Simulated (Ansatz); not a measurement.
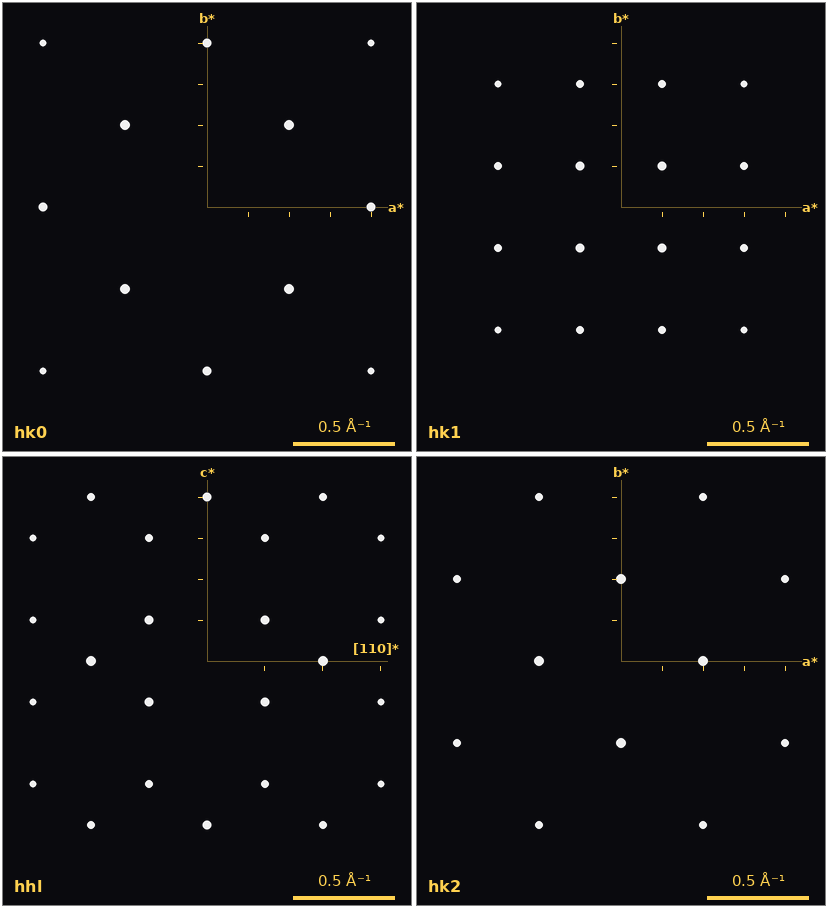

Simulated precession-type sections (X-rays; kinematic intensities, B = 0.5 Å²). The ticks mark integer indices of the conventional cell.

Read the reciprocal cell and give the direct cell.

Answer. a* = 0.204, b* = 0.204, c* = 0.204 Å⁻¹; the cell is cubic with a = 4.89 Å.

Which reflection conditions do the layers show?

Answer. Reflections are present only under these conditions. hkl: h + k = 2n, h + l = 2n; hk0: h = 2n, h + k = 4n; hhl: h + l = 2n; h00: h = 4n. The lattice is face-centred (F). Further gaps, such as 2 2 2, 4 4 2, come from atoms on special positions, not from the group's general conditions.

Which space groups fit?

Answer. The intensities have Laue symmetry m-3m (the hk0 layer shows 4mm, hk1 shows 4mm). With these conditions only Fd-3m (No. 227) fits. The compound is Mn. Structure: the input geometry of an electronic-structure calculation (not necessarily at equilibrium); the starting structure was generated, so it need not be a known form of this composition.
